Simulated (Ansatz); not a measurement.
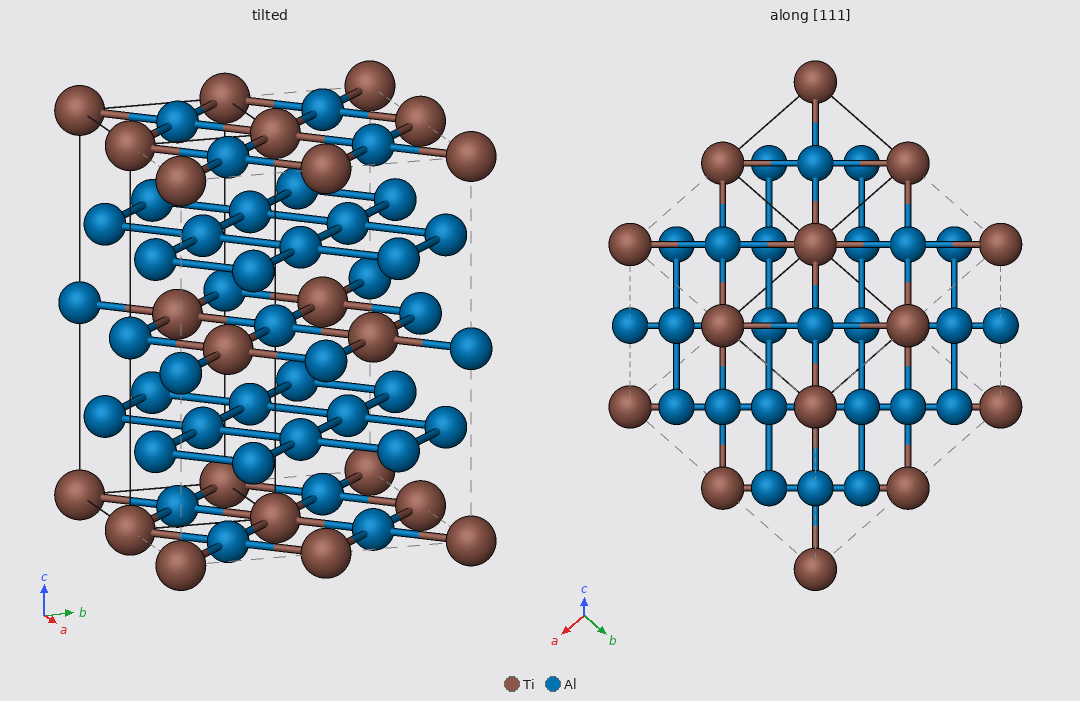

View slightly off an axis and along [111], drawn as a ball-and-stick model. The picture spans 2×2×1 cells, one conventional unit cell being drawn with solid lines. Cell: a = 3.845 Å, b = 3.845 Å, c = 9.916 Å, α = 90.00°, β = 90.00°, γ = 90.00°.

Caption:

- The solid is TiAl3.
- It is body-centred tetragonal, space group I4/mmm (No. 139).
- The cell has 8 atoms, namely 2 Ti, 6 Al.
- The coordination, counted out to bonding distance, is Ti 4 and Al 4.

Origin of the cell: a structure listed in the Materials Project. The cell was then strained or its atoms displaced on purpose. It went into a calculation with Ansatz.

At this level of theory the run's own cell isn't at rest (stretched, at -9 GPa), so its distances can differ from those at equilibrium, the more so the softer the solid.
